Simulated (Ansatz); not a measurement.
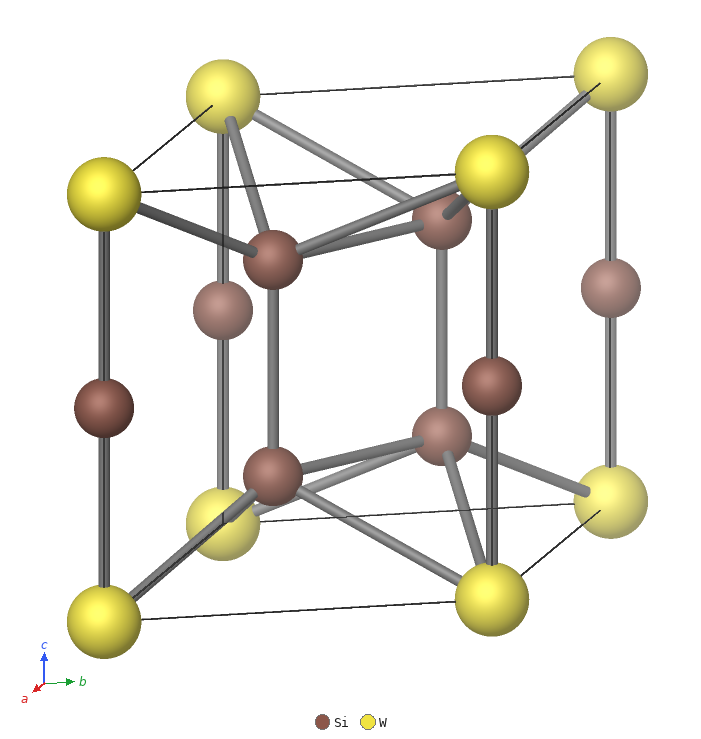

Drawn in the ball-and-stick manner and seen slightly off an axis. The edges of the conventional unit cell are marked. Cell: a = 4.47 Å, b = 4.47 Å, c = 4.98 Å, α = 90.00°, β = 90.00°, γ = 120.00°.

The cell started as a random cell made by a generator, so it need not be a real form of the compound. Earlier steps of the study, as a rule a relaxation of our own, may have changed the cell and positions, so they can lie some per cent off the listed ones. It was the input of a calculation with Ansatz.

Question: State composition, symmetry and coordination.

Answer: The formula is Si5W. It takes space group P6/mmm (No. 191) on a primitive hexagonal lattice. Atoms per cell: 6 (5 Si, 1 W). Neighbours within bonding distance: Si 2 to 8 (mean 6.8) and W 14.

Electronic-structure method: Ansatz, DFT PBE, scalar-relativistic, plane waves, PAW. Parameters: E_cut = 420 eV, Brillouin-zone sampling on a 12×12×8 mesh, Gaussian smearing of 0.1 eV, no spin polarisation.

Question: Does it come out as a metal, or with a gap?

Answer: A metal: bands cross the Fermi level.

Question: Predict the Bader charges.

Answer: Si -0.13 to +0.11 e; W +0.40 e.

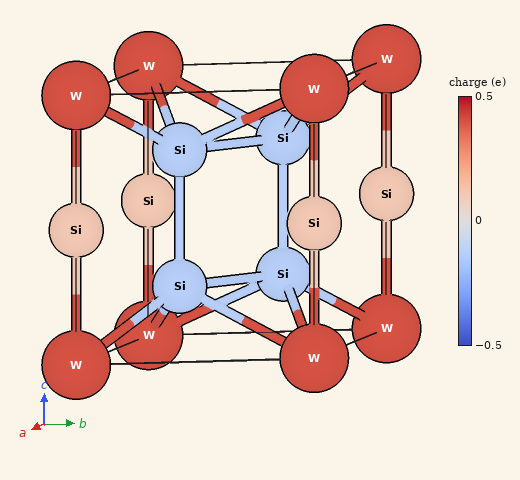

The atoms coloured by those charges. The run's cell of 6 atoms is drawn.

Question: Has the structure come to rest?

Answer: Yes. All forces vanish to within 0.01 eV/Å. The pressure is 0.0 GPa, close to zero.
